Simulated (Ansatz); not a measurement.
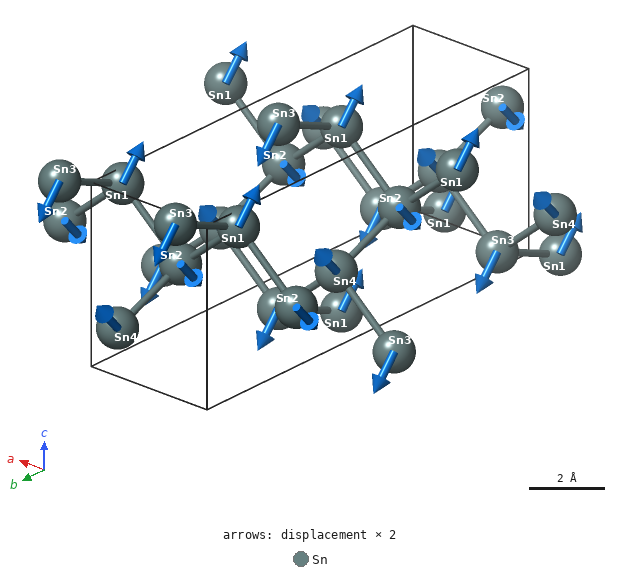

A relaxation of a crystal of Sn (built on the black phosphorus_64 type) (coarse preliminary run). The starting structure is drawn; blue arrows show the displacements (the part carried along by the change of the cell is left out), magnified 2 times.

A ball-and-stick model of the conventional cell (2 times the calculation's cell), seen from a free direction. Lengths and directions refer to the drawn axes.

Case: black phosphorus type (Cmce, No. 64).

All numbers below come from Ansatz 0.2.0, DFT r2SCAN, scalar-relativistic, plane waves, PAW.

Input
```yaml
crystal:
  lattice:
    - [2.0670106638, -6.5569824684, 0.0]
    - [2.0670106638, 6.5569824684, 0.0]
    - [0.0, 0.0, 5.4703968022]
  atoms:
    - { symbol: Sn, position: [0.098, 0.902, 0.91] }
    - { symbol: Sn, position: [0.598, 0.402, 0.59] }
    - { symbol: Sn, position: [0.902, 0.098, 0.09] }
    - { symbol: Sn, position: [0.402, 0.598, 0.41] }
basis:
  ecutwfc: 500
kpoints:
  mp_grid: { grid: [4, 4, 4] }
hamiltonian:
  xc: r2scan
scf:
  occupations: { method: gaussian, width: 0.1 }
  lower_state_search: "off"
output:
  forces: true
  stress: true
  eigenvalues: true
relax:
  adjacent_minimum: "off"
  f_tol: 0.04
  max_steps: 70
  cell: { stress_tol: 0.4 }
```

**What happened in the run?**

After 9 accepted moves (11 points after the start) the energy has fallen by 1.909 eV per cell of the calculation. The largest force component goes from 1.1 to 0.033 eV/Å. Pressure: 4.54 GPa at the start and −0.20 GPa at the end. The line search rejected the trial step at point 8 of the run. At 1 point the geometry stayed and the basis and grid were re-selected for the new cell (energy shift of 0.5 meV per cell of the calculation at most each time). The largest moves relative to the cell, 0.64 Å, are those of Sn1, Sn2, Sn3 and Sn4. Sn3 goes roughly along [0 1 −2]. The drawn cell changes as follows: a 4.134 → 3.591 Å (−13.1 %), b 13.114 → 11.644 Å (−11.2 %), c 5.470 → 5.326 Å (−2.6 %); the volume changes by −24.9 %. Among the contacts that change: Sn1–Sn3 4.597 → 3.237 Å, Sn1–Sn2 4.256 → 3.212 Å, Sn1–Sn2 (another image) 2.709 → 3.211 Å, Sn1–Sn3 (another image) 2.752 → 3.129 Å. New bonds form: Sn1–Sn2 (4.26 → 3.21 Å), Sn1–Sn3 (4.60 → 3.24 Å), Sn2–Sn4 (4.60 → 3.24 Å), Sn3–Sn4 (4.26 → 3.21 Å). Bond angles that change, for instance: Sn2–Sn1–Sn2 99.5° → 68.0°, Sn2–Sn1–Sn3 103.4° → 90.0°. The space group (tolerance 0.01 Å) goes from Cmce (No. 64) to Fmmm (No. 69). The run took about 4 core-minutes on a shared host.
